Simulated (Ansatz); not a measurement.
TiO₂

Input

```
crystal:
  lattice:
    - [5.145, 0.0, 0.0]
    - [0.0, 9.185, 0.0]
    - [0.0, 0.0, 5.447]
  atoms:
    - { symbol: Ti, position: [0.127, 0.127, 0.887] }
    - { symbol: Ti, position: [0.627, 0.373, 0.113] }
    - { symbol: Ti, position: [0.873, 0.627, 0.613] }
    - { symbol: Ti, position: [0.373, 0.873, 0.387] }
    - { symbol: Ti, position: [0.873, 0.873, 0.113] }
    - { symbol: Ti, position: [0.373, 0.627, 0.887] }
    - { symbol: Ti, position: [0.127, 0.373, 0.387] }
    - { symbol: Ti, position: [0.627, 0.127, 0.613] }
    - { symbol: O, position: [0.465, 0.23, 0.895] }
    - { symbol: O, position: [0.965, 0.27, 0.105] }
    - { symbol: O, position: [0.535, 0.73, 0.605] }
    - { symbol: O, position: [0.035, 0.77, 0.395] }
    - { symbol: O, position: [0.535, 0.77, 0.105] }
    - { symbol: O, position: [0.035, 0.73, 0.895] }
    - { symbol: O, position: [0.465, 0.27, 0.395] }
    - { symbol: O, position: [0.965, 0.23, 0.605] }
    - { symbol: O, position: [0.82, 0.01, 0.845] }
    - { symbol: O, position: [0.32, 0.49, 0.155] }
    - { symbol: O, position: [0.18, 0.51, 0.655] }
    - { symbol: O, position: [0.68, 0.99, 0.345] }
    - { symbol: O, position: [0.18, 0.99, 0.155] }
    - { symbol: O, position: [0.68, 0.51, 0.845] }
    - { symbol: O, position: [0.82, 0.49, 0.345] }
    - { symbol: O, position: [0.32, 0.01, 0.655] }
basis:
  ecutwfc: 420
kpoints:
  mp_grid: { grid: [6, 4, 6] }
hamiltonian:
  xc: pbe
scf:
  occupations: { method: gaussian, width: 0.02 }
output:
  forces: true
  stress: true
  eigenvalues: true
  write_density: true
  write_potential: true
  elf: true
  volumetric_format: npy
relax:
  adjacent_minimum: "off"
  f_tol: 0.01
  max_steps: 40
```

Launched as:

```sh
ansatz run input.yaml --threads 4 --pin off --max-ram 10240MiB --backend cpu --events-out ev --progress --plain --runs-dir out
```

Below, planes, directions and counts refer to the conventional cell (a = 5.14 Å, b = 9.19 Å, c = 5.45 Å, α = 90.00°, β = 90.00°, γ = 90.00°).

The fields are those of the run's last geometry, not of the input's.

Space group Pbca; computed pressure about 5 GPa in this cell; computed without spin polarisation.

Theory: DFT PBE, scalar-relativistic, plane waves, PAW (Ansatz).

The density is the valence pseudo-density of a PAW calculation; it isn't the true density close to the nuclei.

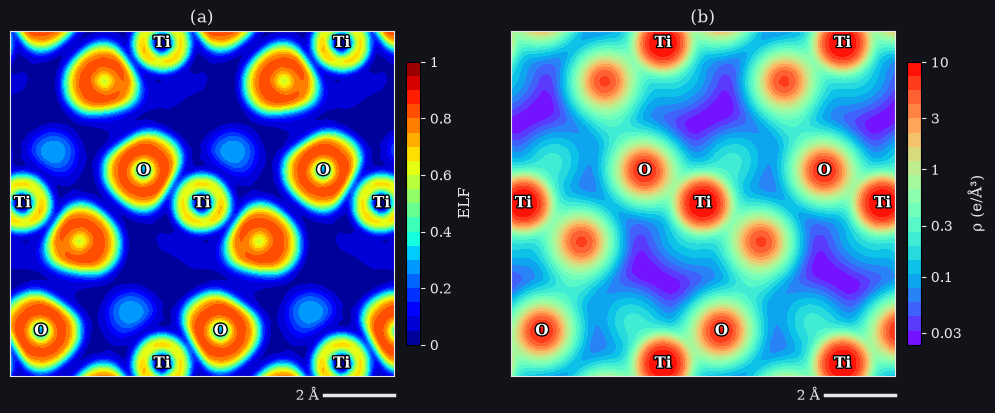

Figure 1. (a) ELF; (b) valence electron density on the (001) plane of the conventional cell.

**Interpret the plot.**

The plane passes through Ti and O nuclei.
Atoms just off the plane (O, 0.3 Å away) can leave unmarked features too.
Ti–O (1.92 Å): the density is about 0.79 e/Å³ at the midpoint; the ELF peaks at about 0.85 in the valence shell of O, 0.6 Å from its nucleus, and is about 0.25 at the midpoint: no shared electron pair shows on this line.
Between the atoms the lowest density in this plane is 0.02 e/Å³.
The features right at Ti lie inside the PAW spheres, where the map follows smoothed inner orbitals and isn't to be read closely.

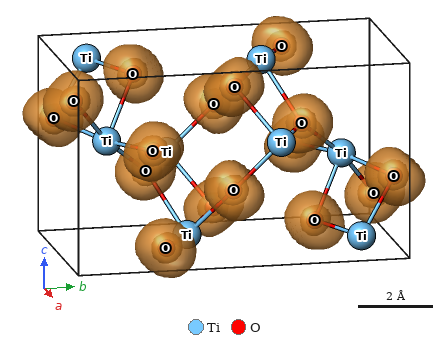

Figure 2. Isosurface of the electron localisation function at 0.75 (orange), seen slightly off an axis. Only the valence region is drawn (cores and ρ < 0.01 e/Å³ removed). Sticks mark near contacts.

**Identify the bonds, lone pairs and shells in this picture.**

The ELF exceeds this value in 16 regions wrapped around O (the valence shell of each), counted in one cell of 24 atoms. Regions shared between cells count once.


Ti–O (1.86 Å): the ELF peaks at about 0.80 in the valence shell of O, 0.6 Å from its nucleus, and is about 0.25 at the midpoint: no shared electron pair shows on this line.

**Does the calculation give a band gap?**

It is gapped, with a Kohn–Sham gap of 2.4 eV on the k-point mesh (the band edges may lie off the mesh, which would make the gap smaller).
